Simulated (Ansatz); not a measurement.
# Single-point calculation, with input and output: Ti24O48 (part 2 of 2)

Continued. System: Ti24O48 (72 atoms in the cell). Method: DFT, HSE06, PAW, plane waves (Ansatz 0.2.0); cutoff 420 eV, 1×1×1 k-mesh, Fermi–Dirac smearing of 0.01 eV. The structure was built on a prototype by a generator.

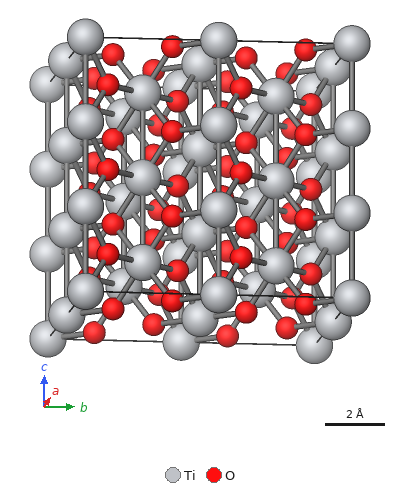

*The input geometry (ball-and-stick view of the cell of the calculation, seen at an oblique angle).*

```
hybrid outer 2: dexx = +4.122e-5 eV, tail = 2.80e-7 eV, Δε = 3.42e-3 eV (about 5.90e-5 eV left of the loop's levels), ΔF = 1.13e-3 eV/Å (tail 2.63e-4)
NSCF: frozen V_eff on 1 k-points
hybrid SCF converged: 2 outer / 14 inner (+5 warm-up), last move |dexx| = 4.12e-5 eV, tail = 2.80e-7 eV
Stability not checked: this state was not tested for a lower state beside it, because the functional holds exact exchange (a hybrid, or Hartree-Fock), whose exchange loop this test does not read (fock_operator; see scf.lower_state_search)
Free energy (F): -87309.075961 eV
Harris-Foulkes:  -87309.075961 eV  (|F-HF|=1.94e-9)
Internal energy: -87309.075961 eV  (E = F + TS)
E sigma→0 (E₀):  -87309.075961 eV
Fermi energy:    9.999210 eV
--- Per-component energies (eV) ---
  E_band       = -6011.779438
  E_kinetic    = 15012.045433
  E_local      = -36645.569429  (includes V_loc(G=0)·N_el)
  E_nonlocal   = 2223.154919
  E_hartree    = 13899.972001
  E_xc         = -4763.088744
  E_vxc        = -5980.073438  (∫ρ·V_xc dr)
  E_exx        = -1886.265749  (= α·E_x^exact, valence–valence)
  E_paw        = -31900.729601  (= ΣΔE_a)
  E_vpaw       = -4648.865200  (= ΣTr[D̂ρ^β])
  E_aug_tail   = 0.120178  (compensation charges beyond the density's cutoff)
  E_ewald      = -43243.308751
  E_core_change = -5.406187  (= ΣΔE_core)
  E_smearing   = -0.000000  (= −TS)
  E_closure    = -0.000033  (closes the sum)
  Σ components = -87309.075961   (vs F -87309.075961, Δ=0.00e0)
--- Forces (eV/Å), atoms counted from 1 ---
  atom   1  Ti    -0.00000000     0.00000000     0.00000000
  atom   2  Ti    -0.00000000     0.00000000    -0.00000000
  atom   3  Ti    -0.00000000     0.00000000    -0.00000000
  atom   4  Ti    -0.00000000     0.00000000     0.00000000
  atom   5  Ti    -0.00000000     0.00000000    -0.00000000
  atom   6  Ti    -0.00000000     0.00000000     0.00000000
  atom   7  Ti    -0.00000000     0.00000000     0.00000000
  atom   8  Ti    -0.00000000     0.00000000     0.00000000
  atom   9  Ti    -0.00000000     0.00000000     0.00000000
  atom  10  Ti    -0.00000000     0.00000000     0.00000000
  atom  11  Ti    -0.00000000     0.00000000    -0.00000000
  atom  12  Ti    -0.00000000     0.00000000     0.00000000
  atom  13  Ti    -0.00000000     0.00000000    -0.00000000
  atom  14  Ti     0.00000000    -0.00000000    -0.00000000
  atom  15  Ti    -0.00000000     0.00000000     0.00000000
  atom  16  Ti     0.00000000     0.00000000     0.00000000
  atom  17  Ti    -0.00000000    -0.00000000    -0.00000000
  atom  18  Ti    -0.00000000     0.00000000    -0.00000000
  atom  19  Ti    -0.00000000    -0.00000000     0.00000000
  atom  20  Ti    -0.00000000    -0.00000000    -0.00000000
  atom  21  Ti    -0.00000000    -0.00000000     0.00000000
  atom  22  Ti     0.00000000    -0.00000000    -0.00000000
  atom  23  Ti     0.00000000    -0.00000000    -0.00000000
  atom  24  Ti     0.00000000    -0.00000000     0.00000000
  atom  25  O      0.10056883     0.10056883    -0.00000000
  atom  26  O      0.10056883     0.10056883    -0.00000000
  atom  27  O      0.10056883     0.10056883    -0.00000000
  atom  28  O      0.10056883     0.10056883     0.00000000
  atom  29  O      0.10056883     0.10056883     0.00000000
  atom  30  O      0.10056883     0.10056883    -0.00000000
  atom  31  O      0.10056883     0.10056883     0.00000000
  atom  32  O      0.10056883     0.10056883     0.00000000
  atom  33  O      0.10056883     0.10056883     0.00000000
  atom  34  O      0.10056883     0.10056883     0.00000000
  atom  35  O      0.10056883     0.10056883     0.00000000
  atom  36  O      0.10056883     0.10056883     0.00000000
  atom  37  O     -0.10056883    -0.10056883     0.00000000
  atom  38  O     -0.10056883    -0.10056883    -0.00000000
  atom  39  O     -0.10056883    -0.10056883     0.00000000
  atom  40  O     -0.10056883    -0.10056883     0.00000000
  atom  41  O     -0.10056883    -0.10056883     0.00000000
  atom  42  O     -0.10056883    -0.10056883     0.00000000
  atom  43  O     -0.10056883    -0.10056883     0.00000000
  atom  44  O     -0.10056883    -0.10056883     0.00000000
  atom  45  O     -0.10056883    -0.10056883    -0.00000000
  atom  46  O     -0.10056883    -0.10056883    -0.00000000
  atom  47  O     -0.10056883    -0.10056883     0.00000000
  atom  48  O     -0.10056883    -0.10056883     0.00000000
  atom  49  O     -0.10056883     0.10056883    -0.00000000
  atom  50  O     -0.10056883     0.10056883     0.00000000
  atom  51  O     -0.10056883     0.10056883     0.00000000
  atom  52  O     -0.10056883     0.10056883    -0.00000000
  atom  53  O     -0.10056883     0.10056883     0.00000000
  atom  54  O     -0.10056883     0.10056883     0.00000000
  atom  55  O     -0.10056883     0.10056883     0.00000000
  atom  56  O     -0.10056883     0.10056883     0.00000000
  atom  57  O     -0.10056883     0.10056883     0.00000000
  atom  58  O     -0.10056883     0.10056883     0.00000000
  atom  59  O     -0.10056883     0.10056883     0.00000000
  atom  60  O     -0.10056883     0.10056883     0.00000000
  atom  61  O      0.10056883    -0.10056883    -0.00000000
  atom  62  O      0.10056883    -0.10056883     0.00000000
  atom  63  O      0.10056883    -0.10056883     0.00000000
  atom  64  O      0.10056883    -0.10056883     0.00000000
  atom  65  O      0.10056883    -0.10056883     0.00000000
  atom  66  O      0.10056883    -0.10056883     0.00000000
  atom  67  O      0.10056883    -0.10056883     0.00000000
  atom  68  O      0.10056883    -0.10056883    -0.00000000
  atom  69  O      0.10056883    -0.10056883     0.00000000
  atom  70  O      0.10056883    -0.10056883     0.00000000
  atom  71  O      0.10056883    -0.10056883    -0.00000000
  atom  72  O      0.10056883    -0.10056883     0.00000000
  max |Σ_I F_I| component: 1.61e-15 eV/Å
--- Band table (eV) ---
  k-point 0: bands = ["-52.9039", "-52.8944", "-52.8944", "-52.8944", "-52.8944", "-52.8943", "-52.8943", "-52.8852", "-52.8653", "-52.8653", ... 150 levels left out ..., "3.1813", "3.2700", "3.2700", "3.3279", "3.3279", "3.3279", "3.3279", "3.3279", "3.3279", "3.3279", "3.3279", "3.3322", "3.3322", "3.6071", "3.6071", "3.6071", "3.6071", "3.6071", "3.6071", "3.6071", "3.6071", "3.8639", "3.8639", "3.8639", "3.8639", "4.0017", "4.0017", "4.0769", "4.0769",
      "4.1125", "4.1125", "4.1395", "4.1395", "4.1395", "4.1395", "4.2957", "4.2957", "4.4727", "4.4727", "4.4727", "4.4727", "4.4727", "4.4727", "4.4727", "4.4727", "4.6741", "4.6741", "4.6741", "4.6741", "4.7683", "4.7683", "4.7683", "4.7683", "4.9235", "4.9235", "4.9852", "4.9852", "4.9852", "4.9852", "5.1613", "5.1613", "5.3379", "5.3379", "5.3379", "5.3379", "5.3379", "5.3379", "5.3379", "5.3379",
      "5.4485", "5.4485", "5.7822", "5.7822", "5.7822", "5.7822", "5.9262", "5.9262", "6.1115", "6.1115", "6.1115", "6.1115", "6.1165", "6.3237", "6.3237", "6.3237", "6.3237", "6.3237", "6.3237", "6.3237", "6.3237", "6.5374", "6.5374", "6.5374", "6.5374", "6.5511", "6.5511", "6.5511", "6.5511", "6.6400", "6.6400", "6.6400", "6.6400", "6.8693", "6.8693", "7.1557", "7.1557", "7.2046", "7.2046", "7.2046",
      "7.2046", "7.2068", "7.2068", "7.2068", "7.2068", "7.2068", "7.2068", "7.2068", "7.2068", "7.2813", "7.2813", "7.4817", "7.4817", "7.4817", "7.4817", "7.5504", "7.8452", "7.8452", "8.3044", "11.6968", "11.7155", "11.7155", "12.0001", "12.1163", "12.1163", "12.1163", "12.1163", "12.1163", "12.1163", "12.1163", "12.1163", "12.1904", "12.1904", "12.3053", "12.4005", "12.4005", "12.4289", "12.4289", "12.4373", "12.4373",
      "12.4373", "12.4373", "12.6690", "12.6690", "12.8617", "12.8617", "12.8617", "12.8617", "12.9719", "12.9719", "12.9719", "12.9719", "12.9757", "12.9757", "12.9757", "12.9757", "12.9854", "12.9854", "12.9854", "12.9854", "13.2017", "13.2017", "13.3145", "13.3145", "13.3145", "13.3145", "13.3145", "13.3145", "13.3145", "13.3145", "13.3437", "13.3437", "13.3437", "13.3437", "13.5884", "13.5884", "13.5884", "13.5884", "13.7872", "13.7872",
      "13.7957", "13.7957", "13.7957", "13.7957", "13.7957", "13.7957", "13.7957", "13.7957", "13.8729", "13.8729", "14.2630"]
--- Löwdin populations: 72 sites ---
  site symbol       q [e]
     0     Ti     10.4452
     1     Ti     10.4452
     2     Ti     10.4452
     3     Ti     10.4452
     4     Ti     10.4452
     5     Ti     10.4452
     6     Ti     10.4452
     7     Ti     10.4452
     8     Ti     10.4452
     9     Ti     10.4452
    10     Ti     10.4452
    11     Ti     10.4452
    12     Ti     10.4452
    13     Ti     10.4452
    14     Ti     10.4452
    15     Ti     10.4452
    16     Ti     10.4452
    17     Ti     10.4452
    18     Ti     10.4452
    19     Ti     10.4452
    20     Ti     10.4452
    21     Ti     10.4452
    22     Ti     10.4452
    23     Ti     10.4452
    24      O      6.7301
    25      O      6.7301
    26      O      6.7301
    27      O      6.7301
    28      O      6.7301
    29      O      6.7301
    30      O      6.7301
    31      O      6.7301
    32      O      6.7301
    33      O      6.7301
    34      O      6.7301
    35      O      6.7301
    36      O      6.7301
    37      O      6.7301
    38      O      6.7301
    39      O      6.7301
    40      O      6.7301
    41      O      6.7301
    42      O      6.7301
    43      O      6.7301
    44      O      6.7301
    45      O      6.7301
    46      O      6.7301
    47      O      6.7301
    48      O      6.7301
    49      O      6.7301
    50      O      6.7301
    51      O      6.7301
    52      O      6.7301
    53      O      6.7301
    54      O      6.7301
    55      O      6.7301
    56      O      6.7301
    57      O      6.7301
    58      O      6.7301
    59      O      6.7301
    60      O      6.7301
    61      O      6.7301
    62      O      6.7301
    63      O      6.7301
    64      O      6.7301
    65      O      6.7301
    66      O      6.7301
    67      O      6.7301
    68      O      6.7301
    69      O      6.7301
    70      O      6.7301
    71      O      6.7301
  spilling = 0.003939 (of n_electrons = 576.000000)
```

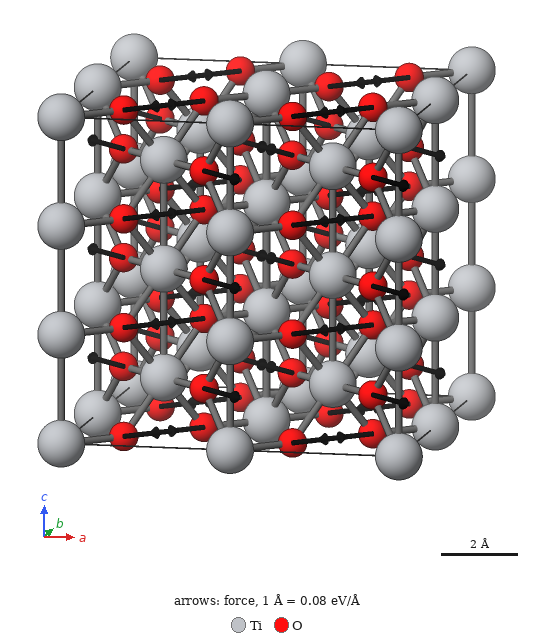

*Forces on the atoms as black arrows (ball-and-stick view of the cell of the calculation, seen slightly off an axis).*

The largest act on all 48 O atoms (0.14 eV/Å). Atoms are counted from 1 in the order of the input and aren't labelled in the picture. 

### Summary

```tsv
quantity	value
outcome	converged
space group (tolerance 0.01 Å)	P4₂/mnm (136)
electrons treated	576
free energy	−87309.0760 eV
Fermi energy	9.999 eV
largest force (length of the vector)	0.142 eV/Å
wall time	6.5 min (CPU time 41 min)
peak memory	6 GiB
```

Warnings of the run: the structure was made exactly symmetric. The k-point mesh is coarse for a cell of this size, so the results may not be converged.
